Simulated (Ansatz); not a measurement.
Band edges of CdSe in space group P6_3mc.

```
Cd Se
1.0
     4.30000    0.00000    0.00000
    -2.15000    3.72391    0.00000
     0.00000    0.00000    7.02000
Cd Se
2 2
Direct
  0.33333 0.66667 0.00000
  0.66667 0.33333 0.50000
  0.33333 0.66667 0.38500
  0.66667 0.33333 0.88500
```

All numbers here come from Ansatz, DFT PBEsol, scalar-relativistic, plane waves, PAW; levels and slopes on a dense k mesh at the converged density. No spin polarisation. Mesh 30×30×16, interpolated with the band slopes. Cell and positions as given, without relaxation.

Masses come from a second pass at points close to the extrema; at the energies drawn a band may no longer be parabolic.

The gap is direct, 0.58 eV at this level of theory, which underestimates gaps and can reorder valleys that lie close.

Valence band: one maximum at Γ, two bands meeting there, with masses of 0.40 and 1.27 mₑ along x, 0.40 and 1.27 mₑ along y and 1.56 mₑ along z. Band 36 forms the valence edge; band 35 meets it there and band 34 begins 0.01 eV lower (at Γ).
Conduction band: one minimum at Γ, principal masses 0.057, 0.060 and 0.060 mₑ. Band 37 forms the conduction edge. Another band lies within 0.06 eV there, so the masses may hold only close to the extrema.

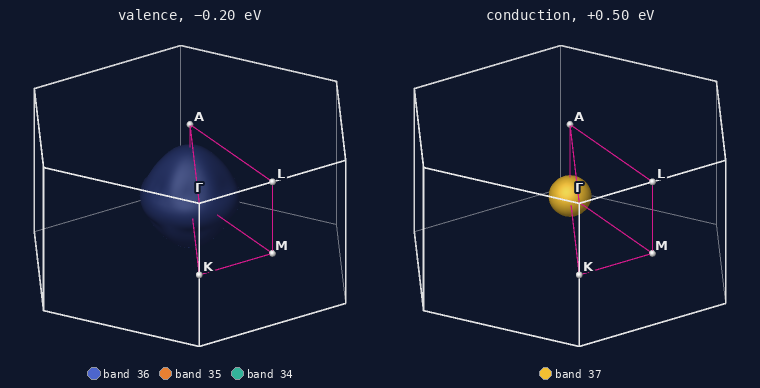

Constant-energy surfaces near the two band edges, measured from each edge.

Where one band's surface lies inside another's, the outer one hides all or part of it.

Spin-orbit coupling, left out here, can change the gap, its kind, the place of the band edges and the masses, since the compound holds Cd and Se.
